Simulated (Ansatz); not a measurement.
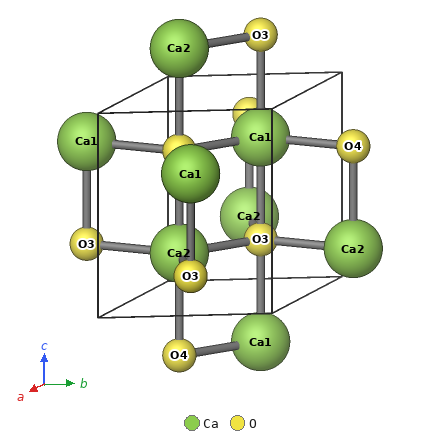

The system is CaO (P6_3/mmc, No. 194; 4 atoms in the cell); the picture shows the reference structure. The energy is mapped over volume and the cell's shape. First axis: volume per atom. Second axis: c/a of the conventional cell. Nothing is relaxed (symmetry fixes all fractional coordinates). Grid: 7 × 7 points. Points are written as (first, second). Energies are in meV/atom, from the lowest grid point. The calculation used DFT PBE, scalar-relativistic, plane waves, PAW (Ansatz 0.2.0). Settings: cutoff 520 eV, k-mesh 9×9×6 in the order of the run's cell vectors, gaussian smearing 0.05 eV, no spin polarisation.

Its coordinates:

```yaml
crystal:
  lattice:
    - [4.00467, 0.00000, 0.00000]
    - [-2.00234, 3.46815, 0.00000]
    - [0.00000, 0.00000, 4.80776]
  atoms:
    - { symbol: Ca, position: [0.33333, 0.66667, 0.75000] }
    - { symbol: Ca, position: [0.66667, 0.33333, 0.25000] }
    - { symbol: O, position: [0.33333, 0.66667, 0.25000] }
    - { symbol: O, position: [0.66667, 0.33333, 0.75000] }
```

Range: volume per atom from 15.36 to 18.03 Å³; c/a of the conventional cell from 1.064 to 1.354.

Question: Predict the map.

Answer: The lowest grid point is at (16.69 Å³, 1.201). It is the only kind of minimum in the scanned range. The highest grid point, (15.36 Å³, 1.064), lies 145 meV/atom above the lowest. Round the minimum the two coordinates are weakly coupled (coupling 0.08 in units of the two stiffnesses). The gap on the k-mesh is 3.1 eV at the lowest point and runs from 2.5 to 3.7 eV over the map.

```
c/a of the conventional cell ↓, volume per atom →  15.36  15.80  16.25  16.69  17.14  17.58  18.03
                                            1.354    104     79     62     54     52     56     65
                                            1.301     64     43     30     25     26     33     44
                                            1.250     40     21     10      6      9     18     31
                                            1.201     33     14      3      0      3     12     25
                                            1.153     46     25     12      7      9     16     28
                                            1.108     82     56     40     31     29     33     43
                                            1.064    145    112     89     75     67     67     71
```

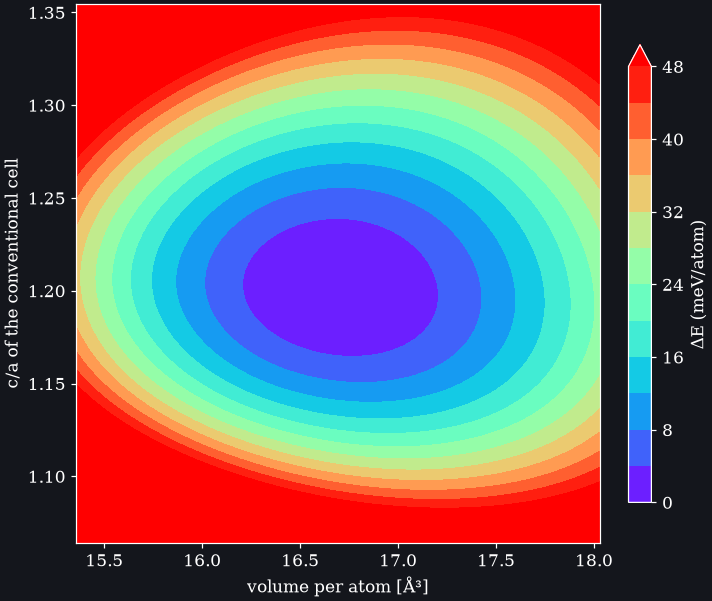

The picture shows filled contours, one colour for all values above the top of the scale. Between grid points the surface is interpolated.

Each point was launched as `ansatz run input.yaml --threads 1 --pin off --max-ram 2048MiB --backend cpu --events-out ev --progress --plain --runs-dir out`. The whole map (49 points run) took 6.6 min on 1 thread of Arm Neoverse N1, with other jobs on the host.
